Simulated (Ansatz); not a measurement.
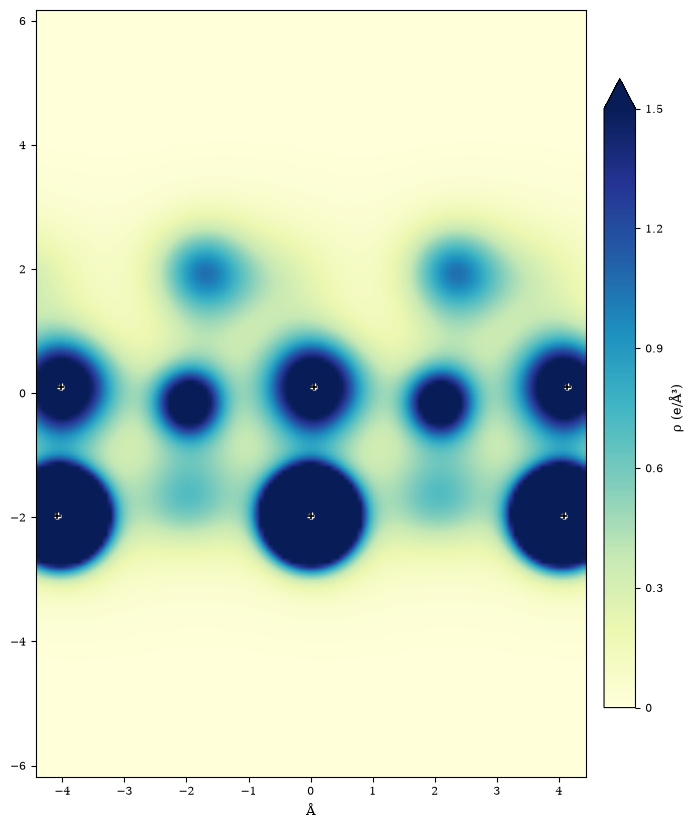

The valence electron density on a plane through atoms (crosses mark nuclei in the plane).

These are results of DFT PBE, scalar-relativistic, plane waves, PAW (Ansatz 0.2.0), not measurements.

Candidates:
A. WC (slab), a = 2.92 Å, b = 4.08 Å, c = 19.10 Å, α = 90.00°, β = 90.00°, γ = 110.98°. 
B. Si, a = 5.47 Å, b = 5.47 Å, c = 5.47 Å, α = 90.00°, β = 90.00°, γ = 90.00°. Space group Fd-3m.
C. Pt, a = 3.97 Å, b = 3.97 Å, c = 3.97 Å, α = 90.00°, β = 90.00°, γ = 90.00°. Space group Fm-3m.

### Which system is this?

Candidate A: WC on the (100) plane of the calculation cell, a cut from vacuum to vacuum, which holds W and C. W–C (2.08 Å): ρ at the midpoint is about 0.87 e/Å³.
